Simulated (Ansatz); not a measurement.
# Sampling a charged cell: C_N in GaN (P6_3mc)

Aim: the (0/−1) level of C_N in GaN (P6_3mc) as a function of the k-point sampling, with the cost of each choice. The model is a cell of 72 host atoms with 1 N taken out and 1 C put in; the atoms are relaxed once and then held.

Calculated with Ansatz 0.2.0; plane-wave PAW DFT; relaxations with PBEsol, then single points with PBEsol, on supercells at fixed charge in a uniform background.

## 1. Set-up

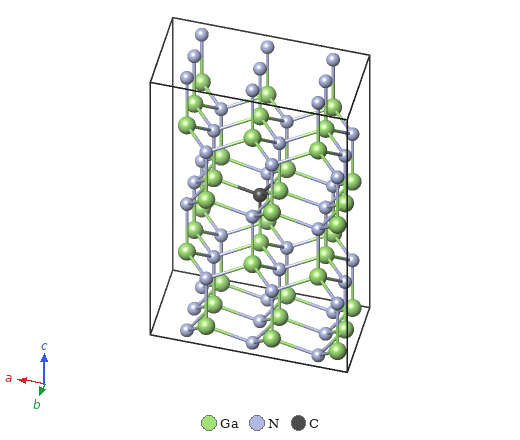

The starting structure, seen from a free direction (gallium green, nitrogen light blue, carbon dark grey). Some periodic images of atoms are drawn too.

The cell holds 72 atoms: 36 Ga, 35 N and 1 C. Cell: a = 9.549 Å, b = 9.549 Å, c = 10.371 Å, α = 90.0°, β = 90.0°, γ = 120.0°. It derives from GaN (space group P6_3mc). Nearest the centre at fractional (0.556, 0.444, 0.438): C35 at 0.00 Å, Ga58 at 1.95 Å, Ga26 at 1.95 Å, Ga34 at 1.95 Å, Ga33 at 1.95 Å, N28 at 3.18 Å, N64 at 3.18 Å, N60 at 3.18 Å. The cell carries charge −1.

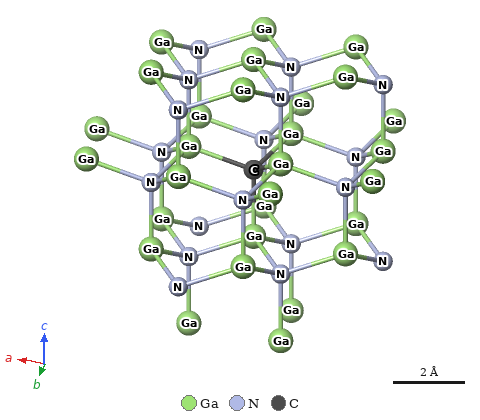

The atoms within 5 Å of the centre.

As a file:

```xyz
72
Lattice="9.5486 0.0000 0.0000 -4.7743 8.2693 0.0000 0.0000 0.0000 10.3709" Properties=species:S:1:pos:R:3 pbc="T T T"
Ga    1.5914    0.9188    2.5885
Ga    0.0000    1.8376    5.1812
N     1.5914    0.9188    4.5415
N     0.0000    1.8376    1.9488
Ga    1.5914    0.9188    7.7739
Ga    0.0000    1.8376   10.3667
N     1.5914    0.9188    9.7270
N     0.0000    1.8376    7.1343
Ga    0.0000    3.6752    2.5885
Ga   -1.5915    4.5941    5.1812
N     0.0000    3.6752    4.5415
N    -1.5915    4.5941    1.9488
Ga    0.0000    3.6752    7.7739
Ga   -1.5915    4.5941   10.3667
N     0.0000    3.6752    9.7270
N    -1.5915    4.5941    7.1343
Ga   -1.5915    6.4317    2.5885
Ga   -3.1829    7.3505    5.1812
N    -1.5915    6.4317    4.5415
N    -3.1829    7.3505    1.9488
Ga   -1.5915    6.4317    7.7739
Ga   -3.1829    7.3505   10.3667
N    -1.5915    6.4317    9.7270
N    -3.1829    7.3505    7.1343
Ga    4.7743    0.9188    2.5885
Ga    3.1828    1.8376    5.1812
N     4.7743    0.9188    4.5415
N     3.1828    1.8376    1.9488
Ga    4.7743    0.9188    7.7739
Ga    3.1828    1.8376   10.3667
N     4.7743    0.9188    9.7270
N     3.1828    1.8376    7.1343
Ga    3.1829    3.6752    2.5885
Ga    1.5914    4.5941    5.1812
C     3.1829    3.6752    4.5415
N     1.5914    4.5941    1.9488
Ga    3.1829    3.6752    7.7739
Ga    1.5914    4.5941   10.3667
N     3.1829    3.6752    9.7270
N     1.5914    4.5941    7.1343
Ga    1.5915    6.4317    2.5885
Ga    0.0000    7.3505    5.1812
N     1.5915    6.4317    4.5415
N     0.0000    7.3505    1.9488
Ga    1.5915    6.4317    7.7739
Ga    0.0000    7.3505   10.3667
N     1.5915    6.4317    9.7270
N     0.0000    7.3505    7.1343
Ga    7.9572    0.9188    2.5885
Ga    6.3658    1.8376    5.1812
N     7.9572    0.9188    4.5415
N     6.3658    1.8376    1.9488
Ga    7.9572    0.9188    7.7739
Ga    6.3658    1.8376   10.3667
N     7.9572    0.9188    9.7270
N     6.3658    1.8376    7.1343
Ga    6.3658    3.6752    2.5885
Ga    4.7743    4.5941    5.1812
N     6.3658    3.6752    4.5415
N     4.7743    4.5941    1.9488
Ga    6.3658    3.6752    7.7739
Ga    4.7743    4.5941   10.3667
N     6.3658    3.6752    9.7270
N     4.7743    4.5941    7.1343
Ga    4.7743    6.4317    2.5885
Ga    3.1829    7.3505    5.1812
N     4.7743    6.4317    4.5415
N     3.1829    7.3505    1.9488
Ga    4.7743    6.4317    7.7739
Ga    3.1829    7.3505   10.3667
N     4.7743    6.4317    9.7270
N     3.1829    7.3505    7.1343
```

Screening for the image-charge correction: ε∞ = (5.83, 5.83, 6.02), ε0 = (10.10, 10.10, 11.18), computed on the host (DFPT, PBEsol).

The cell's shortest repeat is 9.5 Å.

## 2. Relaxing both charge states, PBEsol

The study needs fixed structures, so each charge is relaxed once, at one point at (¼, ¼, ¼), from small random displacements that break the symmetry of the site.

The input, qm1.relax/input.yaml:

```yaml
crystal:
  lattice:
    - [3.18286191, 0.0, 0.0]
    - [-1.59143095, 2.75643927, 0.0]
    - [0.0, 0.0, 5.18546213]
  atoms:
    - { symbol: Ga, position: [0.666667, 0.333333, 0.499179] }
    - { symbol: Ga, position: [0.333333, 0.666667, 0.999179] }
    - { symbol: "N", position: [0.666667, 0.333333, 0.875821] }
    - { symbol: "N", position: [0.333333, 0.666667, 0.375821] }
  supercell: [3, 3, 2]
  defects: [{ substitution: { at: 34, symbol: C } }]
total_charge: -1
basis:
  ecutwfc: 420
  xc_grid: 2
hamiltonian:
  xc: pbesol
  pseudopotentials: { kind: paw, azcp: { folder: soft_1 }, xc_functional: pbe }
kpoints:
  mp_grid: { grid: [1, 1, 1], shift: [0.25, 0.25, 0.25] }
scf:
  occupations: { method: fixed }
  max_iter: 60
output:
  forces: true
  charged_corrections:
    epsilon: [5.83, 5.83, 6.02]
    static_epsilon: [10.1, 10.1, 11.18]
    defect_position: [0.555556, 0.444444, 0.43791]
relax:
  f_tol: 0.015
  max_steps: 60
  random_displacement: { amplitude: 0.04, seed: 5340 }
checkpoint:
  write: "../qm1.relax.run"
  compress: false
  write_wavefunctions: true
  write_every: 100000
```

Launch:

```
> ansatz run input.yaml --threads 32 --pin off --max-ram 84787MiB --backend cuda --events-out ev --progress --plain --runs-dir out --max-vram 78GiB
```

Numbers of over 12 decimals in the logs are rounded to 6 here.

What it wrote:

```text
[... repeated set-up lines and file paths are left out, and long positions are rounded to six places ...]
Engine: ansatz 0.2.0, aarch64-unknown-linux-gnu
Pseudopotentials: kind: paw
Pseudopotential: Ga, paw, valence charge 13, recommended cutoff 420 eV (normal), soft_1/Ga.paw.azcp
Pseudopotential: N, paw, valence charge 5, recommended cutoff 420 eV (normal), soft_1/N.paw.azcp
Pseudopotential: C, paw, valence charge 4, recommended cutoff 420 eV (normal), soft_1/C.paw.azcp
Functional definition: PBEsol
  exchange = pbesol_x
  correlation = pbesol_c
[...]
Crystal: 72 atoms, lattice volume = 818.891 Å³
Basis set: ecut = 420 eV, 15995 PW (Γ), exchange–correlation on 128×128×144 points (8 copies of the dense FFT grid, shifted against one another)
Bands: 396, of which v1, the nominal top of the filled ones, is band 324 counted from 1 (323 counted from 0)
Symmetry: 1 space group operations
k-points: 1
Non-local potential: Ga, projectors of the file, l = 0: 2, l = 1: 2, l = 2: 3, l = 3: 1
Non-local potential: N, projectors of the file, l = 0: 2, l = 1: 2, l = 2: 1
Non-local potential: C, projectors of the file, l = 0: 2, l = 1: 2, l = 2: 1
PAW form: soft (Blöchl's): semilocal exchange-correlation on the pseudo side does not see the compensation charge
PAW frozen core: Ga, regenerated for the run's functional, and the local potential with it (the file was generated under x = pbe(κ = 0.804, μ = 0.219515), c = pbe(β = 0.066725))
PAW frozen core: N, regenerated for the run's functional, and the local potential with it (the file was generated under x = pbe(κ = 0.804, μ = 0.219515), c = pbe(β = 0.066725))
PAW frozen core: C, regenerated for the run's functional, and the local potential with it (the file was generated under x = pbe(κ = 0.804, μ = 0.219515), c = pbe(β = 0.066725))
PAW one-centre angular grid: Ga, 590 points (default); XC on 64 Gauss nodes
PAW one-centre angular grid: N, 110 points (default); XC on 64 Gauss nodes
PAW one-centre angular grid: C, 110 points (default); XC on 64 Gauss nodes
Initial density: superposition of atomic densities (chi_scale 0.1, normalization cell, long waves kept (reshape's long-wave potential 0.17 eV rms))
Initial wavefunctions: pseudopotential atomic-orbital guess
[...]
Functional: x = pbesol(κ = 0.804, μ = 0.123457), c = pbesol(β = 0.046)
SCF iter   1: F=—  HF=-148299.355217 eV  |Δ(HF+E_count)|=         —  Δρ=1.01e-1  dr2=8.20e1  Hψ=1026
preconditioner: auto → Resta (q_TF=auto, 2.624 Å⁻¹)  ε∞=4.9  [insulator: Δε(μ)=4.160 eV  Ē_g=16.693 eV  n_scr=236 (ndim 8)  ℏωp=33.0 eV  f_vac=0.000  ε∞_Penn≈4.9]
SCF iter   2: F=—  HF=-148279.952220 eV  |Δ(HF+E_count)|=    1.94e1  Δρ=4.42e-2  dr2=1.00e1  Hψ=759
[...]
SCF iter  10: F=-148277.769932 eV  HF=-148277.769933 eV  |Δ(HF+E_count)|=   2.64e-6  Δρ=9.72e-6  dr2=7.67e-7  Hψ=1346
SCF 1 converged in 10 iterations: F = -148277.769932 eV  dr2 = 7.67e-7
[...]
relax step   1: F+E_penalty+E_count = -148277.76993221 eV  Δ(F+E_penalty+E_count) = +0.000e0 eV  max|allowed force component| = 1.504e0 eV/Å  Δτ_max = 0.0000 Å  (10 SCF iters, dr2 threshold 5.63e-6 eV, accepted)
[...]
relax step   2: F+E_penalty+E_count = -148278.72986517 eV  Δ(F+E_penalty+E_count) = -9.599e-1 eV  max|allowed force component| = 7.235e-1 eV/Å  Δτ_max = 0.0476 Å  (6 SCF iters, dr2 threshold 1.00e-4 eV, accepted)
[...]
relax step   4: F+E_penalty+E_count = -148279.06362693 eV  Δ(F+E_penalty+E_count) = -1.055e-3 eV  max|allowed force component| = 9.291e-3 eV/Å  Δτ_max = 0.0032 Å  (6 SCF iters, accepted)
[...]
NSCF: frozen V_eff on 1 k-points
[...]
SCF converged after 6 iterations
Free energy (F): -148279.063627 eV
Harris-Foulkes:  -148279.063627 eV  (|F-HF|=4.80e-9)
Internal energy: -148279.063627 eV  (E = F + TS)
E sigma→0 (E₀):  -148279.063627 eV
Fermi energy:    9.693824 eV
--- Per-component energies (eV) ---
  E_band       = -237.847865
  E_kinetic    = 8631.322763
  E_local      = -50792.529745  (includes V_loc(G=0)·N_el)
  E_nonlocal   = -1950.096620
  E_hartree    = 32122.138088
  E_xc         = -4369.892873
  E_vxc        = -4705.461040  (∫ρ·V_xc dr)
  E_paw        = -74850.299211  (= ΣΔE_a)
  E_vpaw       = -15665.388666  (= ΣTr[D̂ρ^β])
  E_aug_tail   = 0.024586  (compensation charges beyond the density's cutoff)
  E_ewald      = -57101.802422
  E_core_change = 32.071807  (= ΣΔE_core)
  E_smearing   = -0.000000  (= −TS)
  E_closure    = 0.000000  (closes the sum)
  E_deformation_potential = -18.107939  (in the stress; not in F)
  Σ components = -148279.063627   (vs F -148279.063627, Δ=0.00e0)
--- Forces (eV/Å), atoms counted from 1 ---
  atom   1  Ga     0.00100037     0.00041157     0.00350321
  atom   2  Ga     0.00391722    -0.00383219    -0.00649076
  [... 4 atoms left out ...]
  [... 66 more lines of this table ...]
  max |Σ_I F_I| component: 9.25e-5 eV/Å
--- Charged-cell corrections in eV (Makov–Payne, q = -1.000 e, ε = [10.100, 10.100, 11.180]) ---
  F (periodic)     = -148279.063627  (uncorrected; the corrections below are reported, never added to it)
  E_corr1          = +0.209922  (monopole, q²α_M/2ε̄L, of the cell on which ε is isotropic)
  F Makov-Payne    = -148278.853705  (F + E_corr1; no measured alignment; for a localised charge, not one spread in a band: unchecked)
  no potential alignment in this run, which stands beside a crystal: run the host's input off ansatz write-host-input, and read the two finished runs by ansatz place-levels (neither reads a slab, a wire or a sheet, whose cell leaves a vacuum)
--- Band table (eV) ---
  k-point 0: bands = ["-6.1975", "-6.0055", "-5.9542", "-5.8986", "-5.7619", "-5.6952", "-5.6244", "-5.6107", "-5.5963", "-5.5357", [... rest cut ...]
--- Relaxed structure (4 steps of the walk, 4 accepted, 0 SCFs on fresh bases) ---
  F+E_penalty+E_count = -148279.06362693 eV   max|allowed force component| = 9.291e-3 eV/Å
  atoms:
    - { symbol: Ga, position: [0.223001, 0.111395, 0.250861] }
    - { symbol: Ga, position: [0.111386, 0.222930, 0.499188] }
    [... 4 atoms left out ...]
  [... 66 more lines of this table ...]
```

Wall time 3.7 s (1 × NVIDIA GB200 with 32 threads of Arm Neoverse V2, shared host); peak memory 1.4 GiB.

The steps of the relaxation:

| step | energy less that of the first step (eV) | largest force component (eV/Å) |
| --- | --- | --- |
| 1 | 0.0000 | 1.5036 |
| 2 | -0.9599 | 0.7235 |
| 3 | -1.2926 | 0.0430 |
| 4 | -1.2937 | 0.0093 |

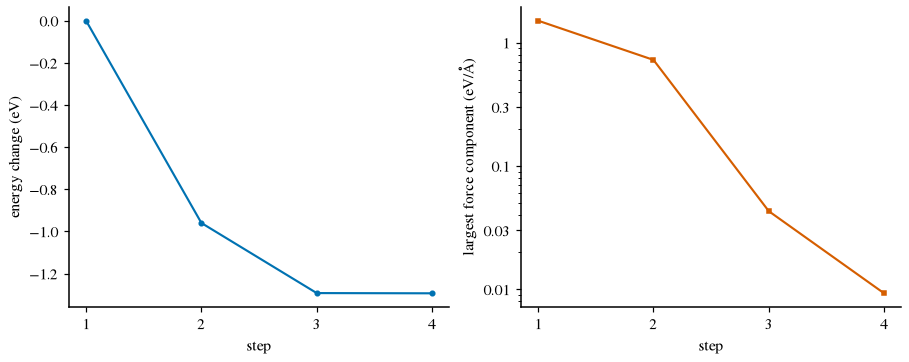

Energy and largest force along the relaxation.

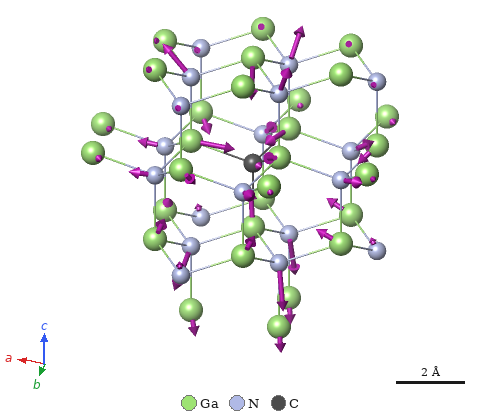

Displacements in the relaxation from the typed sites near the centre, exaggerated, the mean shift taken out; the longest in the cell stands for 0.04 Å.

The atoms that moved most (Å, from the sites as typed, ahead of the random displacement, the mean shift of all atoms taken out):

```
atom      dx      dy      dz  length
 N60   0.012   0.003  -0.033   0.035
 N28   0.004  -0.013  -0.032   0.035
 N36  -0.006   0.004  -0.032   0.033
 N32   0.003  -0.020   0.022   0.030
 N64   0.018   0.007   0.022   0.029
Ga37   0.002  -0.001  -0.028   0.028
Ga58  -0.025  -0.013  -0.005   0.028
Ga26  -0.001   0.027  -0.004   0.027
```

Neighbours of C35 at the end:

| atom | distance (Å) |
| --- | --- |
| Ga34 | 1.920 |
| Ga26 | 1.921 |
| Ga58 | 1.922 |
| Ga33 | 1.930 |
| N3 | 3.198 |
| N67 | 3.199 |
| N11 | 3.199 |
| N43 | 3.200 |
| N40 | 3.201 |
| N27 | 3.203 |
| N59 | 3.204 |
| Ga37 | 3.204 |
| N36 | 3.205 |
| N64 | 3.209 |
| N32 | 3.209 |
| N28 | 3.213 |

| charge | moment set (μB) | steps | largest displacement (Å) | time |
| --- | --- | --- | --- | --- |
| −1 | 0 | 4 | 0.04 | 3.7 s |
| 0 | 1 | 5 | 0.04 | 5.1 s |

The relaxation ends 18 meV an atom lower than the displaced start, with a largest force component of 0.0093 eV/Å.

(Continued in part 2 of 2.)

[Logs are printed without paths, hosts, clocks, repeated set-up lines and the standing remarks that a program may print on its own settings, such as how far it seeks lower states.]

[Hosts, paths, dates, database ids (printed as entryN), source tags and the programs' standing remarks are cut or masked in the printed files.]

[Where a table of states has a column of steps, it counts the stored structures, which are thinned; the runs took as many ionic steps or more.]

[For some hosts the program warned that the k-mesh of the response run may be too coarse for force constants and the static dielectric constant; such warnings are not shown here.]
